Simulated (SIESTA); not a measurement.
**Energy of Ag along an even scaling of the cell**

System: Ag (P6₃/mmc, 2 atoms in the cell).
Method: Kohn-Sham DFT of a periodic cell, PBE, PseudoDojo 0.4 standard, converted to PSML, no spin polarisation (SIESTA 5.4.2).

The 7 runs differ only in the geometry, by an even scaling of the cell at fixed fractional positions. The structure derives from an entry of the Crystallography Open Database.

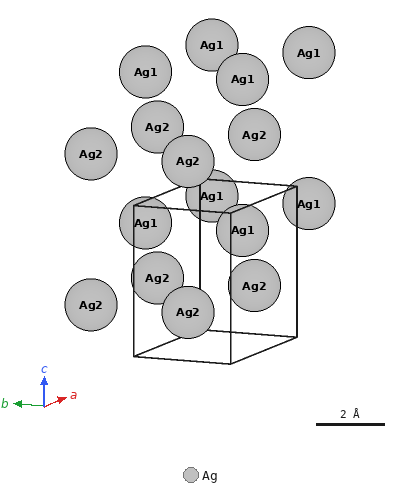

Figure 1. The structure of run 4 (spheres-only view of the cell of the calculation, repeated 2 × 2 × 2, seen at an oblique angle; atoms are numbered from 1 in the order of the input).

## Input of run 4
```
SystemName                      Ag
SystemLabel                     Ag
NumberOfSpecies                 1
NumberOfAtoms                   2
%block ChemicalSpeciesLabel
  1  47 Ag
%endblock ChemicalSpeciesLabel

LatticeConstant                 1.0 Ang
%block LatticeVectors
     2.9300000000     0.0000000000     0.0000000000
    -1.4650000000     2.5374544331     0.0000000000
     0.0000000000     0.0000000000     4.7900000000
%endblock LatticeVectors
AtomicCoordinatesFormat         Fractional
%block AtomicCoordinatesAndAtomicSpecies
     0.6666666667     0.3333333333     0.7500000000  1  Ag
     0.3333333333     0.6666666667     0.2500000000  1  Ag
%endblock AtomicCoordinatesAndAtomicSpecies

%block kgrid.MonkhorstPack
   10   0   0  0.0
    0  10   0  0.0
    0   0   6  0.0
%endblock kgrid.MonkhorstPack
XC.Functional                   GGA
XC.Authors                      PBE
PAO.BasisSize                   DZP
PAO.EnergyShift                 0.002 Ry
Mesh.Cutoff                     800 Ry
OccupationFunction              FD
ElectronicTemperature           0.05 eV
MaxSCFIterations                120
SCF.MustConverge                false
SCF.Mixer.Method                Pulay
SCF.Mixer.Weight                0.25
SCF.Mixer.History               8
SCF.DM.Tolerance                5.0e-05
SCF.H.Tolerance                 1.0e-03 eV
WriteForces                     true
Charge.Mulliken                 end
```

Command:
```bash
siesta < Ag.fdf > Ag.out 2>&1
```

Run 6 differs from it as follows:
```diff
-     2.9300000000     0.0000000000     0.0000000000
-    -1.4650000000     2.5374544331     0.0000000000
-     0.0000000000     0.0000000000     4.7900000000
+     2.9685570532     0.0000000000     0.0000000000
+    -1.4842785266     2.5708458207     0.0000000000
+     0.0000000000     0.0000000000     4.8530335443
```

## Results, with one run withheld

| run | volume per atom (Å³) | free energy per atom, from the lowest run given (meV) | pressure (GPa) |
| --- | --- | --- | --- |
| 1 | 16.738 | 33.61 | 8.84 |
| 2 | 17.094 | 17.29 | 6.00 |
| 3 | 17.450 | 6.71 | 3.60 |
| 4 | 17.806 | 1.07 | 1.50 |
| 5 | 18.162 | 0.00 | −0.46 |
| 6 | 18.518 | ? | ? |
| 7 | 18.875 | 9.18 | −3.50 |

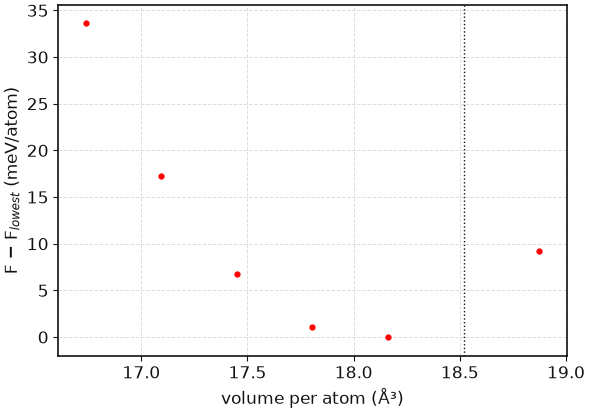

Figure 2. Free energy per atom of the runs given; the dotted line marks run 6.

Fit the runs given and predict run 6.

A cubic polynomial in V^(−2/3) (the Birch–Murnaghan form), fitted to the 6 runs given, misses them by at most 0.03 meV per atom. With x = V^(−2/3) − 0.14743 Å⁻², it reads F = 2.7436 + 2556.2 x + 5.7428e+05 x² + 2.2246e+06 x³ (meV per atom). At run 6 it gives 2.82 meV per atom, and the run itself gives 2.89. The slope of the fit gives a pressure −dF/dV of −2.10 GPa there, and the run prints −2.09 GPa. The fit has its minimum at 18.079 Å³ per atom, where V d²F/dV² gives 92.8 GPa. Cell shape and fractional positions are held, so this is the stiffness under even scaling; the relaxed bulk modulus wasn't computed.

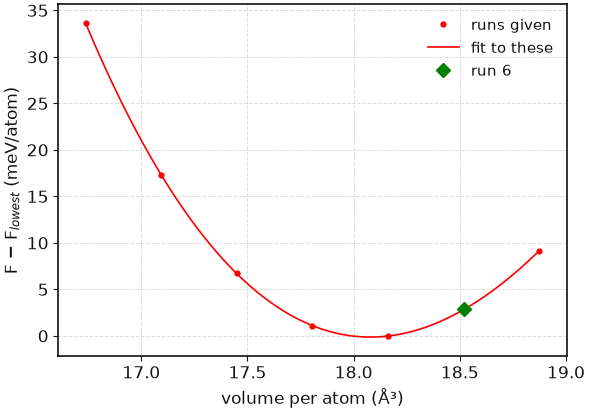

Figure 3. The fit and the withheld run.

## Some lines of the output (run 6)
```
[...]
outcell: Cell volume (Ang**3)        :     37.0369
stepf: Fermi-Dirac step function
siesta: Etot    =     -8433.421471
siesta: FreeEng =     -8433.429295
        iscf     Eharris(eV)        E_KS(eV)     FreeEng(eV)     dDmax    Ef(eV) dHmax(eV)
siesta: E_KS(eV) =            -8435.9605
siesta: E_KS - E_eggbox =     -8435.9605
siesta: Etot    =     -8435.960455
siesta: FreeEng =     -8435.965416
siesta:         Fermi =      -3.536634
siesta: Cell volume =         37.036908 Ang**3
    Orbital volume contribution        =           2.430059 eV
```

Notes: Points of doubt noted for this run: mulliken charges of long orbitals. With a small basis of atomic orbitals these values can differ much from converged plane-wave results.
